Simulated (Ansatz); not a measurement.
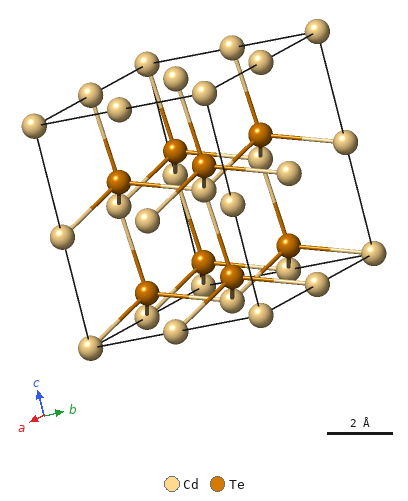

Starting frame of a dynamics run of a 16-atom cell of CdTe (built on the measured structure type). The picture is a ball-and-stick view of the reduced simulation cell, seen slightly off an axis. Bonds to atoms that aren't drawn are left out. Lengths and directions refer to the drawn axes.

These are results of Ansatz, DFT, PBEsol, plane waves, PAW, not measurements.

The input:
```yaml
crystal:
  lattice:
    - [0.0, 6.5598024895, 6.5598024895]
    - [6.5598024895, 0.0, 6.5598024895]
    - [6.5598024895, 6.5598024895, 0.0]
  atoms:
    - { symbol: Cd, position: [0.0, 0.0, 0.0] }
    - { symbol: Te, position: [0.125, 0.125, 0.125] }
    - { symbol: Cd, position: [0.0, 0.0, 0.5] }
    - { symbol: Te, position: [0.125, 0.125, 0.625] }
    - { symbol: Cd, position: [0.0, 0.5, 0.0] }
    - { symbol: Te, position: [0.125, 0.625, 0.125] }
    - { symbol: Cd, position: [0.0, 0.5, 0.5] }
    - { symbol: Te, position: [0.125, 0.625, 0.625] }
    - { symbol: Cd, position: [0.5, 0.0, 0.0] }
    - { symbol: Te, position: [0.625, 0.125, 0.125] }
    - { symbol: Cd, position: [0.5, 0.0, 0.5] }
    - { symbol: Te, position: [0.625, 0.125, 0.625] }
    - { symbol: Cd, position: [0.5, 0.5, 0.0] }
    - { symbol: Te, position: [0.625, 0.625, 0.125] }
    - { symbol: Cd, position: [0.5, 0.5, 0.5] }
    - { symbol: Te, position: [0.625, 0.625, 0.625] }
kpoints:
  mp_grid: { grid: [2, 2, 2] }
hamiltonian:
  xc: pbesol
scf:
  occupations: { method: fermi_dirac, width: 0.02 }
md:
  ensemble: nvt_nose_hoover
  temperature: 200
  timestep: 1.5
  n_steps: 40
  initial_velocities: maxwell_boltzmann
  seed: 5346
```

Command:
```bash
ansatz run input.yaml --threads 4 --pin off --max-ram 3686MiB --backend cpu --events-out ev --progress --plain --runs-dir out
```

Q: What does the trajectory do?

A: The mean temperature in the second half is 88 K (standard deviation 25 K). That is still far from the set 200 K: the thermostat hasn't settled it within this run. The temperature is still falling (161 K in the second quarter, 65 K in the last), so the run isn't equilibrated. The potential energy is still drifting at the end, so the run hasn't reached equilibrium. The potential energy in the second half lies on average 14.0 meV per atom above the first frame. Root-mean-square distances from the starting positions over the second half, with the common drift of all atoms taken out: Te 0.09 Å, Cd 0.06 Å. The run lasts only 60 fs, too short to tell vibration from diffusion. The conserved quantity stays between 0 and 0.0058 meV per atom of its start. A straight-line fit has a slope that amounts to +0.0069 meV per atom over 60 fs (under 0.1 % of the mean kinetic energy), its mean offset in the second half is under 0.1 %, and the ripple about the line is under 0.1 % of the kinetic energy's fluctuation. With a drift under 2 % and a ripple under 7 %, the integration is accurate.

Along the run (each row but the first and the last is the mean over the interval that it begins):

```tsv
time (fs)	potential energy (meV/atom)	T (K)
0.0	0.0	200
6.0	0.7	194
12.0	2.1	183
18.0	4.1	167
24.0	6.5	147
30.0	9.1	126
36.0	11.8	105
42.0	14.2	86
48.0	16.2	70
54.0	17.7	60
60.0	18.3	55
```

The paths of the atoms, magnified 3 times:

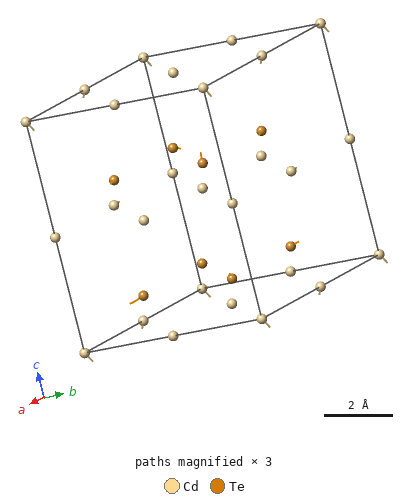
